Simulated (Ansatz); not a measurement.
## Single-point calculation of Si48C47 (charge +2) (part 2 of 2)

Si48C47 (defect cell, 95 atoms in the cell, total charge +2); DFT, r2SCAN, PAW, plane waves (Ansatz 0.2.0); cutoff 500 eV, 1×1×1 k-mesh, Fermi–Dirac smearing of 0.01 eV. 

Output, continued:
```
  k-point 0: bands = ["-6.6281", "-6.0875", "-6.0184", "-5.8865", "-5.4727", "-5.3696", "-5.2972", "-5.0219", "-4.8449", "-4.7684", ... 74 levels left out ..., "3.6477", "3.6764", "3.7168", "3.7587", "3.8551", "3.9221", "3.9822", "4.0483", "4.0858", "4.1362", "4.1659", "4.3776", "4.4279", "4.5352", "4.6369", "4.7184", "4.7413", "4.8337", "4.8864", "4.9810", "5.1586", "5.1842", "5.2274", "5.2703", "5.2923", "5.3542", "5.4083", "5.4358", "5.4577",
      "5.5206", "5.5409", "5.5762", "5.6001", "5.6511", "5.6868", "5.7364", "5.7577", "5.7942", "5.8552", "5.9236", "5.9546", "6.0049", "6.0510", "6.1264", "6.1679", "6.1882", "6.2374", "6.3250", "6.3918", "6.4539", "6.4920", "6.5048", "6.5146", "6.5605", "6.6162", "6.6474", "6.7188", "6.7728", "6.8252", "6.9274", "6.9455", "6.9636", "7.0040", "7.0402", "7.0853", "7.1055", "7.1499", "7.2074", "7.2420",
      "7.2601", "7.3127", "7.3520", "7.3675", "7.3994", "7.4290", "7.4624", "7.5047", "7.5143", "7.5465", "7.5871", "7.6032", "7.6572", "7.6745", "7.7280", "7.7718", "7.8068", "7.8604", "7.9051", "7.9440", "7.9836", "8.0471", "8.0979", "8.1264", "8.1737", "8.2150", "8.3262", "8.3592", "8.4673", "8.5322", "8.5969", "8.7024", "8.7273", "8.7633", "8.9562", "9.1419", "11.3535", "11.5462", "11.6578", "12.5271",
      "12.6383", "12.7537", "12.8442", "13.0324", "13.2014", "13.4010", "13.4892", "13.5895", "13.6055", "13.6907", "13.7174", "13.7673", "13.7774", "13.9317", "13.9880", "14.1620", "14.2059", "14.3414", "14.4095", "14.5767", "14.6578", "14.7839", "14.8833", "14.9016", "14.9461", "14.9697", "15.0151", "15.0625", "15.1078", "15.1578", "15.1897", "15.2492", "15.3968", "15.4387", "15.4811", "15.6441", "15.6856", "15.7362", "15.7956", "15.8617",
      "15.8908", "15.9483", "15.9646", "16.0567", "16.0837", "16.1753", "16.2098", "16.2360", "16.2661", "16.2764", "16.3195", "16.3450", "16.3709", "16.4389", "16.4583", "16.5317", "16.6233", "16.6835", "16.7017", "16.8074", "16.8552", "16.8979", "16.9588", "17.0193", "17.0539", "17.0937", "17.1165", "17.1530", "17.1886", "17.2137", "17.2277", "17.3160", "17.3508", "17.4179", "17.4438", "17.4838", "17.5255", "17.5488", "17.5824", "17.6082",
      "17.6453", "17.7205", "17.7335", "17.7991", "17.8359", "17.8834", "17.8934", "17.9491", "17.9624", "18.0068", "18.0284"]
--- Löwdin populations: 95 sites ---
  site symbol       q [e]
     0     Si      2.8660
     1     Si      2.8657
     2     Si      2.8606
     3     Si      2.8697
     4     Si      2.8670
     5     Si      3.0323
     6     Si      3.0369
     7     Si      2.8662
     8     Si      2.8579
     9     Si      3.0409
    10     Si      2.8591
    11     Si      2.8692
    12     Si      2.8787
    13     Si      2.8711
    14     Si      2.8730
    15     Si      2.8788
    16     Si      2.8706
    17     Si      3.0285
    18     Si      2.8711
    19     Si      2.8800
    20     Si      2.8699
    21     Si      2.8712
    22     Si      2.8785
    23     Si      2.8795
    24     Si      2.8796
    25     Si      2.8789
    26     Si      2.8818
    27     Si      2.8712
    28     Si      2.8804
    29     Si      2.8801
    30     Si      2.8795
    31     Si      2.8716
    32     Si      2.8718
    33     Si      2.8794
    34     Si      2.8839
    35     Si      2.8793
    36     Si      2.8642
    37     Si      2.8644
    38     Si      2.8641
    39     Si      2.8646
    40     Si      2.8643
    41     Si      2.8660
    42     Si      2.8658
    43     Si      2.8645
    44     Si      2.8637
    45     Si      2.8666
    46     Si      2.8642
    47     Si      2.8645
    48      C      5.0140
    49      C      5.0145
    50      C      5.0155
    51      C      5.0144
    52      C      5.0147
    53      C      4.9949
    54      C      4.9940
    55      C      5.0140
    56      C      5.0161
    57      C      4.9950
    58      C      5.0156
    59      C      5.0142
    60      C      5.0137
    61      C      5.0138
    62      C      5.0169
    63      C      5.0138
    64      C      5.0140
    65      C      4.9966
    66      C      4.9971
    67      C      5.0136
    68      C      5.0167
    69      C      4.9946
    70      C      5.0165
    71      C      5.0134
    72      C      5.0242
    73      C      5.0036
    74      C      4.9987
    75      C      5.0241
    76      C      5.0048
    77      C      5.0051
    78      C      5.0163
    79      C      5.0009
    80      C      5.0025
    81      C      5.0264
    82      C      5.0147
    83      C      5.0261
    84      C      5.0267
    85      C      5.0164
    86      C      5.0262
    87      C      5.0167
    88      C      5.0252
    89      C      5.0263
    90      C      5.0263
    91      C      5.0255
    92      C      5.0257
    93      C      5.0148
    94      C      5.0259
  spilling = 0.010325 (of n_electrons = 378.000000)
```

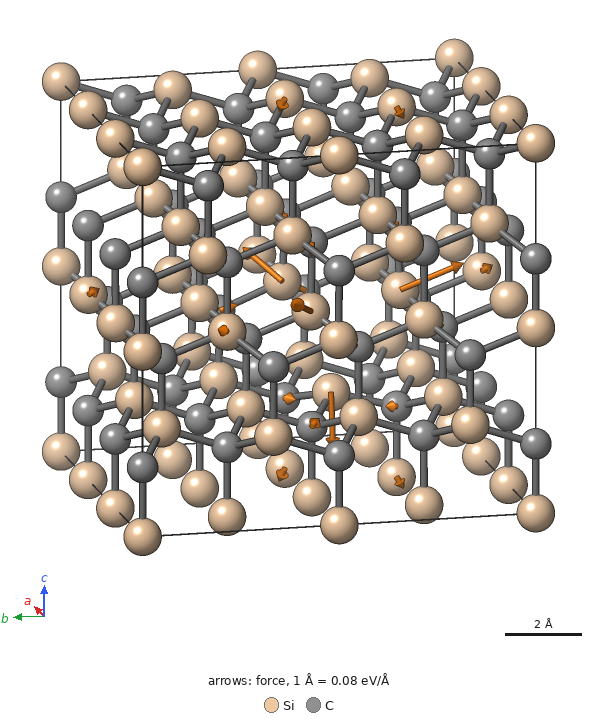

Fig. 1: Forces on the atoms as orange arrows (ball-and-stick view of the cell of the calculation, seen at an oblique angle); the smallest are left out. The largest act on Si6 (0.15 eV/Å); Si7 (0.14 eV/Å); Si10 (0.13 eV/Å); Si18 (0.13 eV/Å), among others. Atoms are counted from 1 in the order of the input and aren't labelled in the picture. 

The run was set up as follows.

The input:
```yaml
crystal:
  lattice:
    - [9.234204, 0.000000, 0.000000]
    - [0.000000, 10.662740, 0.000000]
    - [0.000000, 0.000000, 10.075947]
  atoms:
    - { symbol: Si, position: [0.000342, 0.999360, 0.500601] }
    - { symbol: Si, position: [0.333672, 0.998816, 0.500895] }
    - { symbol: Si, position: [0.165717, 0.249123, 0.501504] }
    - { symbol: Si, position: [0.999579, 0.501454, 0.501146] }
    - { symbol: Si, position: [0.666373, 0.998972, 0.500874] }
    - { symbol: Si, position: [0.500463, 0.240322, 0.503901] }
    - { symbol: Si, position: [0.324219, 0.504733, 0.503663] }
    - { symbol: Si, position: [0.165874, 0.750208, 0.500750] }
    - { symbol: Si, position: [0.834956, 0.248625, 0.501220] }
    - { symbol: Si, position: [0.675961, 0.504195, 0.503336] }
    - { symbol: Si, position: [0.500122, 0.751150, 0.501298] }
    - { symbol: Si, position: [0.834233, 0.750590, 0.500878] }
    - { symbol: Si, position: [0.000303, 0.165851, 0.249808] }
    - { symbol: Si, position: [0.332177, 0.166014, 0.249258] }
    - { symbol: Si, position: [0.165642, 0.415909, 0.249120] }
    - { symbol: Si, position: [0.000050, 0.666900, 0.249532] }
    - { symbol: Si, position: [0.668275, 0.165949, 0.249160] }
    - { symbol: Si, position: [0.500135, 0.416722, 0.238131] }
    - { symbol: Si, position: [0.333551, 0.668107, 0.249153] }
    - { symbol: Si, position: [0.166703, 0.916577, 0.249576] }
    - { symbol: Si, position: [0.834738, 0.415532, 0.248769] }
    - { symbol: Si, position: [0.666665, 0.668127, 0.249195] }
    - { symbol: Si, position: [0.500092, 0.917093, 0.249770] }
    - { symbol: Si, position: [0.833500, 0.916759, 0.249629] }
    - { symbol: Si, position: [0.166228, 0.082869, 0.750777] }
    - { symbol: Si, position: [0.000002, 0.332806, 0.750794] }
    - { symbol: Si, position: [0.499996, 0.082013, 0.750637] }
    - { symbol: Si, position: [0.332094, 0.332533, 0.750891] }
    - { symbol: Si, position: [0.165672, 0.583982, 0.750293] }
    - { symbol: Si, position: [0.000022, 0.833432, 0.750628] }
    - { symbol: Si, position: [0.833791, 0.082799, 0.750652] }
    - { symbol: Si, position: [0.668050, 0.332449, 0.750884] }
    - { symbol: Si, position: [0.499943, 0.584651, 0.750754] }
    - { symbol: Si, position: [0.333188, 0.833589, 0.750677] }
    - { symbol: Si, position: [0.834126, 0.584036, 0.750514] }
    - { symbol: Si, position: [0.666720, 0.833616, 0.750757] }
    - { symbol: Si, position: [0.000003, 0.999662, 0.000080] }
    - { symbol: Si, position: [0.332872, 0.999976, 0.000030] }
    - { symbol: Si, position: [0.166205, 0.249344, 0.999917] }
    - { symbol: Si, position: [0.000048, 0.499353, 0.999712] }
    - { symbol: Si, position: [0.667141, 0.999964, 0.999987] }
    - { symbol: Si, position: [0.500117, 0.250195, 0.998755] }
    - { symbol: Si, position: [0.333558, 0.499779, 0.998466] }
    - { symbol: Si, position: [0.166760, 0.750350, 0.999802] }
    - { symbol: Si, position: [0.834005, 0.249227, 0.999768] }
    - { symbol: Si, position: [0.666317, 0.499750, 0.998806] }
    - { symbol: Si, position: [0.500032, 0.750763, 0.999841] }
    - { symbol: Si, position: [0.833284, 0.750422, 0.000045] }
    - { symbol: C, position: [0.000192, 0.999662, 0.187523] }
    - { symbol: C, position: [0.333541, 0.000124, 0.187539] }
    - { symbol: C, position: [0.166713, 0.249920, 0.187553] }
    - { symbol: C, position: [0.000309, 0.500048, 0.187341] }
    - { symbol: C, position: [0.666740, 0.000047, 0.187475] }
    - { symbol: C, position: [0.500327, 0.249732, 0.189474] }
    - { symbol: C, position: [0.333140, 0.500229, 0.189226] }
    - { symbol: C, position: [0.166869, 0.749784, 0.187377] }
    - { symbol: C, position: [0.833909, 0.249655, 0.187283] }
    - { symbol: C, position: [0.667328, 0.500235, 0.189472] }
    - { symbol: C, position: [0.500120, 0.750332, 0.187393] }
    - { symbol: C, position: [0.833414, 0.749879, 0.187546] }
    - { symbol: C, position: [0.999985, 0.999640, 0.687524] }
    - { symbol: C, position: [0.333220, 0.000261, 0.687630] }
    - { symbol: C, position: [0.166465, 0.249742, 0.687837] }
    - { symbol: C, position: [0.999788, 0.499640, 0.687576] }
    - { symbol: C, position: [0.666584, 0.000256, 0.687610] }
    - { symbol: C, position: [0.500014, 0.251525, 0.687325] }
    - { symbol: C, position: [0.334907, 0.499022, 0.687165] }
    - { symbol: C, position: [0.166831, 0.749807, 0.687464] }
    - { symbol: C, position: [0.833532, 0.249679, 0.687678] }
    - { symbol: C, position: [0.664989, 0.498923, 0.687103] }
    - { symbol: C, position: [0.499934, 0.750261, 0.687776] }
    - { symbol: C, position: [0.832980, 0.749826, 0.687614] }
    - { symbol: C, position: [0.000626, 0.166072, 0.438050] }
    - { symbol: C, position: [0.333241, 0.168174, 0.437404] }
    - { symbol: C, position: [0.167729, 0.415956, 0.437717] }
    - { symbol: C, position: [0.999963, 0.666590, 0.437862] }
    - { symbol: C, position: [0.667318, 0.168074, 0.437292] }
    - { symbol: C, position: [0.335319, 0.665937, 0.437299] }
    - { symbol: C, position: [0.167400, 0.916258, 0.437815] }
    - { symbol: C, position: [0.832883, 0.414529, 0.436778] }
    - { symbol: C, position: [0.665116, 0.666065, 0.437395] }
    - { symbol: C, position: [0.500069, 0.916803, 0.437990] }
    - { symbol: C, position: [0.832929, 0.917068, 0.437820] }
    - { symbol: C, position: [0.166543, 0.083140, 0.938302] }
    - { symbol: C, position: [0.000100, 0.333091, 0.938162] }
    - { symbol: C, position: [0.499987, 0.083756, 0.938656] }
    - { symbol: C, position: [0.333364, 0.333200, 0.938365] }
    - { symbol: C, position: [0.167015, 0.583045, 0.938060] }
    - { symbol: C, position: [0.000033, 0.832959, 0.938180] }
    - { symbol: C, position: [0.833467, 0.083063, 0.938133] }
    - { symbol: C, position: [0.666901, 0.333210, 0.938378] }
    - { symbol: C, position: [0.500050, 0.583365, 0.938272] }
    - { symbol: C, position: [0.333394, 0.833445, 0.938156] }
    - { symbol: C, position: [0.832979, 0.583008, 0.938729] }
    - { symbol: C, position: [0.666684, 0.833426, 0.938232] }
  symmetry: { detect: false }
kpoints:
  mp_grid: { grid: [1, 1, 1], shift: [0.25, 0.25, 0.25] }
hamiltonian:
  xc: r2scan
total_charge: 2
scf:
  occupations: { method: fermi_dirac, width: 0.01 }
output:
  forces: true
  eigenvalues: true
  populations: true
  charged_corrections: { epsilon: 9.7 }
  eigenstates: { kpoints: [[0.25, 0.25, 0.25]], e_range: [-6.0, 6.0], localisation: true }
```

Key numbers:

```json
{"quantity": "outcome", "value": "converged"}
{"quantity": "electrons treated", "value": "378"}
{"quantity": "free energy", "value": "−42549.4838 eV"}
{"quantity": "Fermi energy", "value": "10.248 eV"}
{"quantity": "largest force (length of the vector)", "value": "0.147 eV/Å"}
{"quantity": "hardware", "value": "7 threads of Arm Neoverse-V2, shared host"}
{"quantity": "wall time", "value": "74 s (CPU time 6.3 min)"}
{"quantity": "peak memory", "value": "4 GiB"}
```

The k-point mesh is coarse for a cell of this size, so the results may not be converged.
